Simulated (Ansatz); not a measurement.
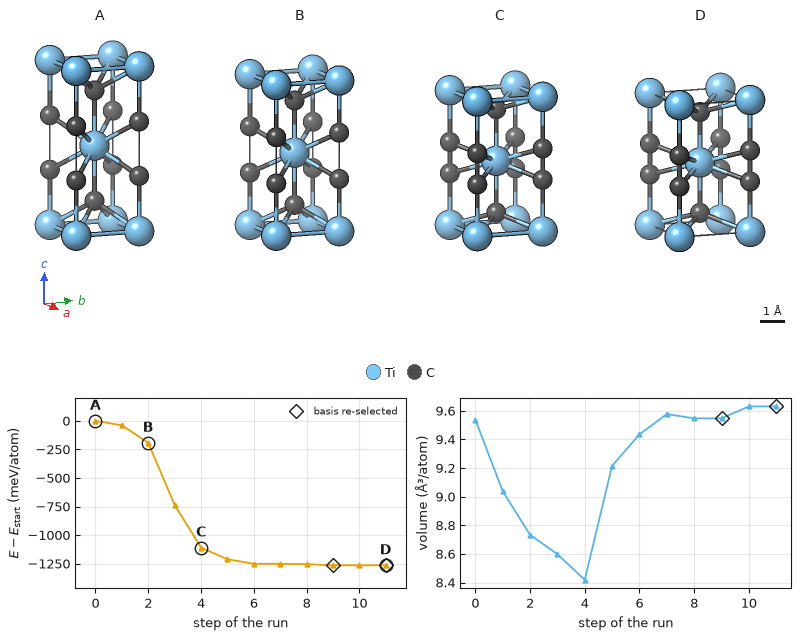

Frames of a relaxation of a crystal of TiC₂ (built on the MoSi2 (C11b)_139 type) (coarse preliminary run), marked on the history of the run. A ball-and-stick model of the conventional cell (2 times the calculation's cell), seen slightly off an axis. Lengths and directions refer to the drawn axes.

Case: MoSi2 (C11b) type (I4/mmm, No. 139).

Method: DFT PBE, scalar-relativistic, plane waves, PAW in Ansatz. Settings: plane-wave cutoff 420 eV; k-point mesh 8 × 8 × 8; occupations gaussian; smearing width 0.1 eV; no spin polarisation; cell and atoms relaxed; force threshold 0.04 eV/Å; at most 70 steps.

What happens along the run?

Over 9 accepted moves (11 points after the start) the energy falls by 1264 meV per atom. Largest force component: 0.26 eV/Å at the start, 0.0088 eV/Å at the end. The pressure goes from −12.91 to 0.07 GPa. At 2 points the geometry stayed and the basis and grid were re-selected for the new cell (energy shift of 10.0 meV per atom at most each time). The largest moves relative to the cell, 0.26 Å, are those of C atoms. Ti stays in place. Cell: a = b 2.857 → 3.209 Å (+12.3 %), c 7.010 → 5.610 Å (−20.0 %). Volume +1.0 %. Among the contacts that change: C–C 2.313 → 1.321 Å, Ti–Ti 2.857 → 3.209 Å, C–Ti 2.348 → 2.144 Å, C–Ti 2.328 → 2.364 Å. New bonds form: C–C (2.31 → 1.32 Å). Bond angles that change, for instance: Ti–C–Ti 120.4° → 147.5°, Ti–C–Ti 119.8° → 106.2°, Ti–C–Ti 75.7° → 85.5°. The space group stays I4/mmm (No. 139). From step 0 to 2: C atoms move most (0.07 Å), volume −8.4 %, energy −192 meV per atom. From step 2 to 4: C atoms move most (0.21 Å), volume −3.6 %, energy −917 meV per atom. From step 4 to 11: volume +14.4 %, energy −155 meV per atom.

```json
{"step": "0", "E − E(0), meV/atom": "0.00", "largest force component, eV/Å": "0.2613", "pressure, GPa": "-12.91", "volume, Å³/atom": "9.539", "note": ""}
{"step": "1", "E − E(0), meV/atom": "-39.24", "largest force component, eV/Å": "0.7462", "pressure, GPa": "-1.67", "volume, Å³/atom": "9.039", "note": ""}
{"step": "2", "E − E(0), meV/atom": "-192.28", "largest force component, eV/Å": "3.9092", "pressure, GPa": "6.71", "volume, Å³/atom": "8.734", "note": ""}
{"step": "3", "E − E(0), meV/atom": "-736.05", "largest force component, eV/Å": "4.8374", "pressure, GPa": "8.10", "volume, Å³/atom": "8.599", "note": ""}
{"step": "4", "E − E(0), meV/atom": "-1108.80", "largest force component, eV/Å": "0.8706", "pressure, GPa": "28.00", "volume, Å³/atom": "8.420", "note": ""}
{"step": "5", "E − E(0), meV/atom": "-1210.93", "largest force component, eV/Å": "0.8874", "pressure, GPa": "6.14", "volume, Å³/atom": "9.216", "note": ""}
{"step": "6", "E − E(0), meV/atom": "-1250.55", "largest force component, eV/Å": "0.5004", "pressure, GPa": "4.29", "volume, Å³/atom": "9.435", "note": ""}
{"step": "7", "E − E(0), meV/atom": "-1251.18", "largest force component, eV/Å": "0.7866", "pressure, GPa": "-2.55", "volume, Å³/atom": "9.577", "note": ""}
{"step": "8", "E − E(0), meV/atom": "-1253.71", "largest force component, eV/Å": "0.0037", "pressure, GPa": "-0.02", "volume, Å³/atom": "9.547", "note": ""}
{"step": "9", "E − E(0), meV/atom": "-1263.76", "largest force component, eV/Å": "0.0132", "pressure, GPa": "1.14", "volume, Å³/atom": "9.547", "note": "same geometry, new basis"}
{"step": "10", "E − E(0), meV/atom": "-1264.10", "largest force component, eV/Å": "0.0095", "pressure, GPa": "0.07", "volume, Å³/atom": "9.631", "note": ""}
{"step": "11", "E − E(0), meV/atom": "-1264.29", "largest force component, eV/Å": "0.0088", "pressure, GPa": "0.07", "volume, Å³/atom": "9.631", "note": "same geometry, new basis"}
```
